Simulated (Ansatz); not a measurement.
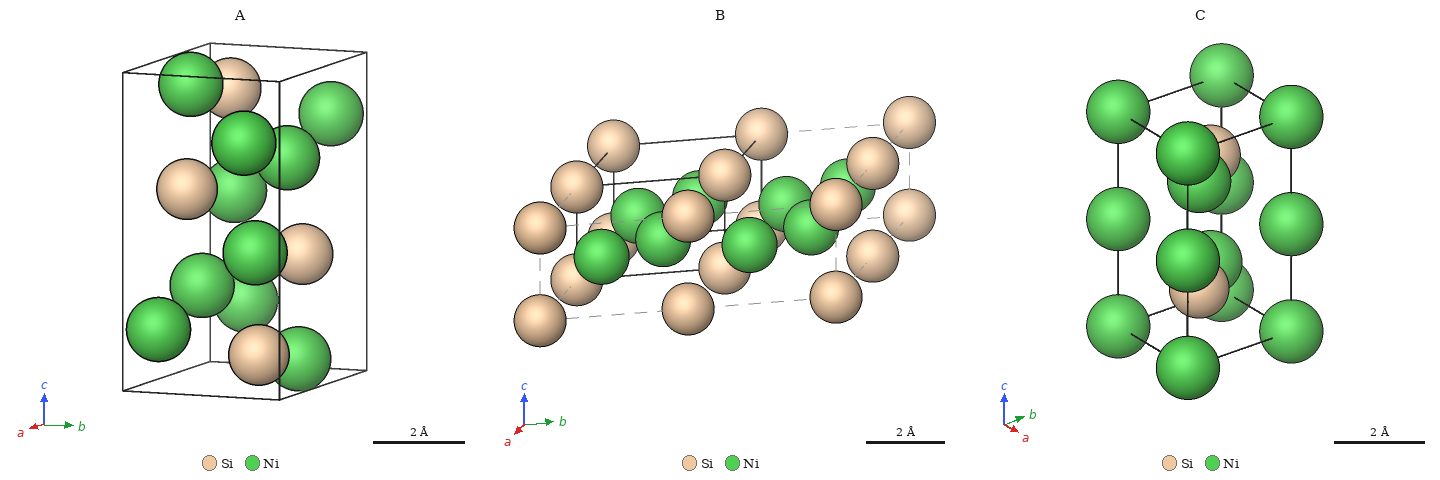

Three structures of SiNi2, each relaxed to rest (conventional cells in solid outline, small ones repeated, each panel with its own scale). Method: DFT PBE, scalar-relativistic, plane waves, PAW in Ansatz, without spin polarisation (spin-restricted runs, not always the ground states).

Question: Name the structure in each panel.

Answer: A: 12 atoms a cell on a primitive orthorhombic lattice, Pnma; B: AlB₂ type, P6/mmm; C: Ni₂In type, P6_3/mmc.

Question: Which of these is lowest in energy, and how far above it do the others lie?

Answer: A, then C (+49 meV/atom) and B (+465 meV/atom), energies at zero smearing.

Question: Collect the results in a table.

Answer:
| panel | structure | E − E(lowest) (meV/atom) | volume (Å³/atom) | gap (eV) |
| --- | --- | --- | --- | --- |
| A | Pnma | 0 | 11.0 | metal |
| C | P6_3/mmc | 49 | 11.0 | metal |
| B | P6/mmm | 465 | 11.3 | metal |

Some of these may be structure types tried for this composition rather than known phases, and the most stable form need not be among them. Gaps are taken on the k-mesh or band path of each run.
